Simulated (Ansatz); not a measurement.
**Ti: a changed input and its effect**

System: Ti (P6₃/mmc, 2 atoms in the cell).
Method of run 1: Kohn-Sham DFT of a periodic cell, revPBE with D4, all-electron LAPW, scalar-relativistic, no spin polarisation (Ansatz 0.2.0).

The structure derives from an entry of the Crystallography Open Database. Text and figures count atoms from 1; the logs count them from 0 in places.

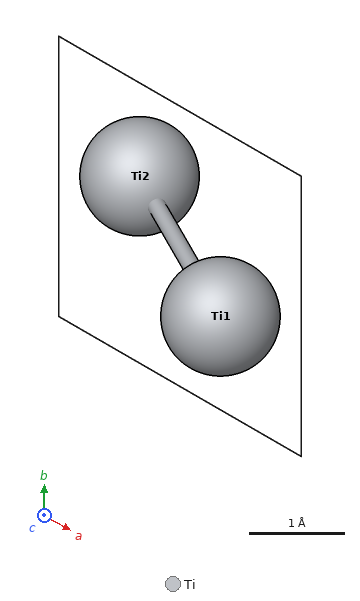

Figure 1. The input geometry (ball-and-stick view of the cell of the calculation, along the c axis; atoms are numbered from 1 in the order of the input).

## The input, run 1
```yaml
crystal:
  lattice:
    - [2.95, 0.0, 0.0]
    - [-1.475, 2.5547749412, 0.0]
    - [0.0, 0.0, 4.68]
  atoms:
    - { symbol: Ti, position: [0.6666666667, 0.3333333333, 0.75] }
    - { symbol: Ti, position: [0.3333333333, 0.6666666667, 0.25] }
kpoints:
  mp_grid: { grid: [10, 10, 6] }
scf:
  occupations: { method: fermi_dirac, width: 0.05 }
hamiltonian:
  xc: revpbe
  dispersion: d4
  pseudopotentials: { kind: all_electron, lapw: { basis_error: 0.001 } }
output:
  forces: true
  stress: true
relax:
  f_tol: 0.02
  max_steps: 60
  cell: {}
```

Launched with:
```bash
ansatz run input.yaml --threads 1 --pin off --max-ram 3072MiB --backend cpu --events-out ev --progress --plain --runs-dir out
```

Hardware: 1 thread of Intel Xeon (Sapphire Rapids), 16 GiB of memory available, shared host.

## Output, shortened to warnings, some set-up lines, iterations and results (run 1)
```
Basis set: ecut = 232.87998621008822 eV, 287 PW (Γ), exchange–correlation at level 2
Symmetry: 24 space group operations
k-points: 56 of 600
Initial density: superposition of atomic densities (chi_scale 0.1, normalization cell)
[...]
SCF iter   1: F=—  HF=-46473.898790 eV  |F-HF|=—  |Δ(HF+E_count)|=         —  Δρ=2.84e-2  dr2=2.17e-1  ethr=8.96e-4  ⟨swp⟩=2.5  Hψ=6297  notcnv=0
SCF iter   2: F=—  HF=-46473.541878 eV  |F-HF|=—  |Δ(HF+E_count)|=   3.57e-1  Δρ=9.66e-3  dr2=3.38e-2  ethr=8.96e-4  ⟨swp⟩=3.0  Hψ=3340  notcnv=0
SCF iter   3: F=—  HF=-46473.522582 eV  |F-HF|=—  |Δ(HF+E_count)|=         —  Δρ=6.42e-3  dr2=1.32e-2  ethr=1.41e-4  ⟨swp⟩=2.2  Hψ=3036  notcnv=0
SCF iter   4: F=—  HF=-46473.522210 eV  |F-HF|=—  |Δ(HF+E_count)|=   3.72e-4  Δρ=7.02e-4  dr2=1.55e-4  ethr=6.47e-7  ⟨swp⟩=2.0  Hψ=4684  notcnv=0
SCF iter   5: F=—  HF=-46473.522224 eV  |F-HF|=—  |Δ(HF+E_count)|=   1.37e-5  Δρ=9.36e-5  dr2=2.69e-6  ethr=6.44e-7  ⟨swp⟩=2.0  Hψ=2848  notcnv=0
[... 20 lines ...]
relax step   4: F+E_penalty+E_count = -46473.52638504 eV  Δ(F+E_penalty+E_count) = -5.141e-5 eV  max|allowed force component| = 1.850e-17 eV/Å  Δτ_max = 0.0000 Å  P = +0.009 …
SCF iter   1: F=—  HF=-46473.526388 eV  |F-HF|=—  |Δ(HF+E_count)|=         —  Δρ=5.34e-6  dr2=5.02e-9  ethr=2.01e-11  ⟨swp⟩=3.9  Hψ=5084  notcnv=0  reapply=9
SCF iter   2: F=-46473.526388 eV  HF=-46473.526388 eV  |F-HF|=2.54e-9  |Δ(HF+E_count)|=   2.02e-8  Δρ=2.56e-6  dr2=8.95e-10  ethr=2.01e-11  ⟨swp⟩=2.8  Hψ=2910  notcnv=0
SCF 5 converged in 2 iterations: F = -46473.526388 eV  dr2 = 8.95e-10
relax step   5: F+E_penalty+E_count = -46473.52638826 eV  Δ(F+E_penalty+E_count) = -3.220e-6 eV  max|allowed force component| = 7.401e-17 eV/Å  Δτ_max = 0.0000 Å  P = +0.009 …
basis re-selected at this cell: Δ(F+E_penalty+E_count) = -3.220e-6 eV, ΔP = +0.000 GPa vs the last step (what re-selecting the basis moved, after the strain that the cell walked since its last selection, with what the two solves' SCF thresholds leave and, on support functions, any second-order …
SCF converged after 2 iterations
Free energy (F): -46473.526388 eV
Harris-Foulkes:  -46473.526388 eV  (|F-HF|=2.54e-9)
Internal energy: -46473.507278 eV  (E = F + TS)
E sigma→0 (E₀):  -46473.516833 eV
Entropy (-TS):   -0.019111 eV (-9.555 meV/atom)
Fermi energy:    13.921877 eV
--- Per-component energies (eV) ---
  E_band       = -302.885645
  E_kinetic    = 46923.593171
  E_xc         = -2302.548118
  E_electrostatic = -91093.935191  (all electrons and nuclei)
  E_disp       = -0.617140  (pairwise vdW)
  E_smearing   = -0.019111  (= −TS)
  E_closure    = 0.000000  (closes the sum)
  E_atoms      = -46460.134954  (free atoms, spherical and without spin; not in F)
  Σ components = -46473.526388   (vs F -46473.526388, Δ=0.00e0)
  Basis errors (estimates in eV, not in F): energy 1.3e-4 per atom: plane waves 8.9e-5 (4.8e-5 summed), levels above the bands 3.4e-10, relativity 1.1e-8, radial functions 4.1e-5, core shells 7.2e-8; eigenvalues (radial functions only) 4.7e-7; not estimated: angular momenta, meshes, grids; target …
--- Forces (eV/Å), atoms counted from 1 ---
  atom   1  Ti     0.00000000     0.00000000     0.00000000
  atom   2  Ti    -0.00000000    -0.00000000    -0.00000000
  max |Σ_I F_I| component: 7.40e-17 eV/Å
--- Stress (GPa, compression-positive) ---
        0.030722       0.000000      -0.000000
        0.000000       0.030722      -0.000000
       -0.000000      -0.000000      -0.035592
  P = ⅓ Tr σ = 0.0086 GPa (0.086 kbar)
--- Relaxed structure (4 steps of the walk, 3 accepted, 1 SCFs on fresh bases) ---
  F+E_penalty+E_count = -46473.52638826 eV   max|allowed force component| = 7.401e-17 eV/Å   (the final SCF, on the basis selected at the relaxed cell)
  cell:  # Å, volume = 34.6203 Å³
    - [2.9343739738282943, 5.774766228227861e-35, 2.8873831141139306e-35]
    - [-1.4671869869141472, 2.541242405539197, -6.273060450462803e-19]
    - [2.2903310125352943e-35, -1.1491393012717805e-18, 4.642686603638417]
  atoms:
    - { symbol: Ti, position: [0.6666666666666666, 0.33333333333333326, 0.7499999999999999] }
[...]
```

The input of run 2 differs as follows (lines with − go, lines with + come):
```diff
-  xc: revpbe
-  dispersion: d4
+  xc: pbe
+  dispersion: d3bj
-  f_tol: 0.02
+  f_tol: 0.01
```

What does this change do to the results?

The total energies belong to different models, so their difference says nothing on which is more stable or more accurate. The volume per atom goes from 17.31 to 16.50 Å³. The functional changes from revPBE to PBE. The SCF takes 25 iterations over all geometry steps against 20.

## Output, shortened to warnings, some set-up lines, iterations and results (run 2)
```
Basis set: ecut = 232.698904559587 eV, 287 PW (Γ), exchange–correlation at level 2
Symmetry: 24 space group operations
k-points: 56 of 600
Initial density: superposition of atomic densities (chi_scale 0.1, normalization cell)
[...]
SCF iter   1: F=—  HF=-46468.223457 eV  |F-HF|=—  |Δ(HF+E_count)|=         —  Δρ=2.81e-2  dr2=2.12e-1  ethr=8.77e-4  ⟨swp⟩=2.5  Hψ=6299  notcnv=0
SCF iter   2: F=—  HF=-46467.872417 eV  |F-HF|=—  |Δ(HF+E_count)|=   3.51e-1  Δρ=9.54e-3  dr2=3.30e-2  ethr=8.77e-4  ⟨swp⟩=3.0  Hψ=3342  notcnv=0
SCF iter   3: F=—  HF=-46467.851664 eV  |F-HF|=—  |Δ(HF+E_count)|=         —  Δρ=6.33e-3  dr2=1.28e-2  ethr=1.37e-4  ⟨swp⟩=2.2  Hψ=3040  notcnv=0
SCF iter   4: F=—  HF=-46467.850754 eV  |F-HF|=—  |Δ(HF+E_count)|=   9.11e-4  Δρ=6.86e-4  dr2=1.48e-4  ethr=6.16e-7  ⟨swp⟩=2.0  Hψ=4685  notcnv=0
SCF iter   5: F=—  HF=-46467.850755 eV  |F-HF|=—  |Δ(HF+E_count)|=   8.24e-7  Δρ=9.23e-5  dr2=2.62e-6  ethr=6.15e-7  ⟨swp⟩=2.0  Hψ=2846  notcnv=0
[... 27 lines ...]
relax step   5: F+E_penalty+E_count = -46467.90343105 eV  Δ(F+E_penalty+E_count) = -1.894e-5 eV  max|allowed force component| = 3.516e-16 eV/Å  Δτ_max = 0.0000 Å  P = +0.016 …
SCF iter   1: F=—  HF=-46467.903435 eV  |F-HF|=—  |Δ(HF+E_count)|=         —  Δρ=1.06e-5  dr2=2.60e-8  ethr=1.07e-10  ⟨swp⟩=3.5  Hψ=5002  notcnv=0  reapply=9
SCF iter   2: F=-46467.903435 eV  HF=-46467.903435 eV  |F-HF|=7.26e-9  |Δ(HF+E_count)|=   6.79e-8  Δρ=4.46e-6  dr2=3.15e-9  ethr=1.07e-10  ⟨swp⟩=2.1  Hψ=2843  notcnv=0
SCF 6 converged in 2 iterations: F = -46467.903435 eV  dr2 = 3.15e-9
relax step   6: F+E_penalty+E_count = -46467.90343527 eV  Δ(F+E_penalty+E_count) = -4.219e-6 eV  max|allowed force component| = 4.441e-16 eV/Å  Δτ_max = 0.0000 Å  P = +0.016 …
basis re-selected at this cell: Δ(F+E_penalty+E_count) = -4.219e-6 eV, ΔP = +0.000 GPa vs the last step (what re-selecting the basis moved, after the strain that the cell walked since its last selection, with what the two solves' SCF thresholds leave and, on support functions, any second-order …
SCF converged after 2 iterations
Free energy (F): -46467.903435 eV
Harris-Foulkes:  -46467.903435 eV  (|F-HF|=7.26e-9)
Internal energy: -46467.884688 eV  (E = F + TS)
E sigma→0 (E₀):  -46467.894062 eV
Entropy (-TS):   -0.018747 eV (-9.373 meV/atom)
Fermi energy:    14.635954 eV
--- Per-component energies (eV) ---
  E_band       = -283.493147
  E_kinetic    = 46919.150028
  E_xc         = -2297.120747
  E_electrostatic = -91088.644364  (all electrons and nuclei)
  E_disp       = -1.269605  (pairwise vdW)
  E_smearing   = -0.018747  (= −TS)
  E_closure    = 0.000000  (closes the sum)
  E_atoms      = -46453.242101  (free atoms, spherical and without spin; not in F)
  Σ components = -46467.903435   (vs F -46467.903435, Δ=0.00e0)
  Basis errors (estimates in eV, not in F): energy 1.3e-4 per atom: plane waves 9.6e-5 (5.2e-5 summed), levels above the bands 2.8e-10, relativity 9.4e-9, radial functions 3.7e-5, core shells 1.2e-7; eigenvalues (radial functions only) 4.8e-7; not estimated: angular momenta, meshes, grids; target …
--- Forces (eV/Å), atoms counted from 1 ---
  atom   1  Ti    -0.00000000     0.00000000    -0.00000000
  atom   2  Ti    -0.00000000    -0.00000000     0.00000000
  max |Σ_I F_I| component: 1.11e-16 eV/Å
--- Stress (GPa, compression-positive) ---
        0.043916      -0.000000       0.000000
       -0.000000       0.043916       0.000000
        0.000000       0.000000      -0.039428
  P = ⅓ Tr σ = 0.0161 GPa (0.161 kbar)
--- Relaxed structure (5 steps of the walk, 4 accepted, 1 SCFs on fresh bases) ---
  F+E_penalty+E_count = -46467.90343527 eV   max|allowed force component| = 4.441e-16 eV/Å   (the final SCF, on the basis selected at the relaxed cell)
  cell:  # Å, volume = 33.0047 Å³
    - [2.889470122429326, 2.0211681798797518e-34, -1.1549532456455723e-34]
    - [-1.444735061214663, 2.5023545294999288, -2.135005149088469e-18]
    - [-1.8322648100282354e-34, -3.911038869479048e-18, 4.564662021700029]
  atoms:
    - { symbol: Ti, position: [0.6666666666666667, 0.33333333333333337, 0.75] }
[...]
```

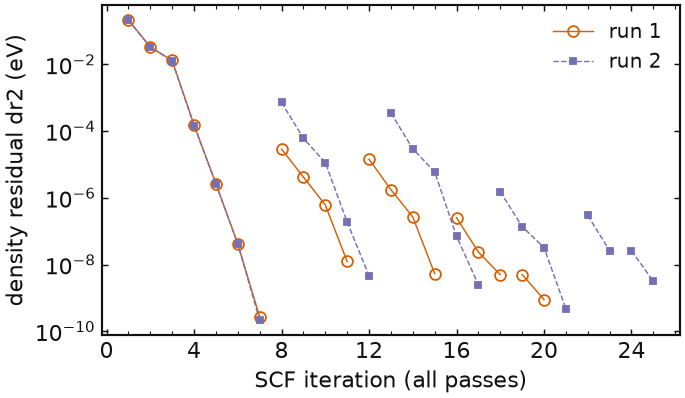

Figure 2. Convergence of the two runs: density residual dr2 against the SCF iteration. A break in a curve parts two SCF passes. Run 1 takes 20 iterations in all, and run 2 takes 25.

## The two runs side by side

```tsv
quantity	run 1	run 2
outcome	converged	converged
free energy per atom (eV)	−23236.7632	−23233.9517
energy per atom, smearing taken to zero (eV)	−23236.7584	−23233.9470
pressure (GPa)	0.01	0.02
volume per atom (Å³)	17.31	16.50
largest force (eV/Å)	0.000	0.000
SCF iterations	20	25
irreducible k-points	56	56
wall time (shared host)	18 s	20 s
```
